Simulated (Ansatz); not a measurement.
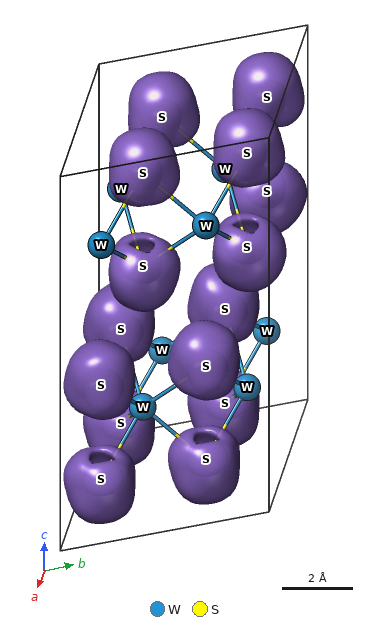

Figure 1: W$_{8}$S$_{15}$ (cell charge +2, with a compensating background) (cell with a defect). Isosurface of the ELF at 0.75 (purple), seen at an oblique angle. Only the valence region is drawn (cores and ρ < 0.01 e/Å³ removed). Sticks mark near contacts.

Not relaxed (largest force 0.8 eV/Å).

These are results of Ansatz, DFT, PBE, plane-wave PAW, default files, scalar-relativistic, not measurements.

**Describe the localisation domains.**

At this value the surface marks out 15 regions wrapped around S (the valence shell of each), counted in one cell of 23 atoms. Regions shared between cells count once. Profiles from the grid: W–S (2.41 Å): the ELF peaks at about 0.85 in the valence shell of S, 0.8 Å from its nucleus, and is about 0.50 at the midpoint.
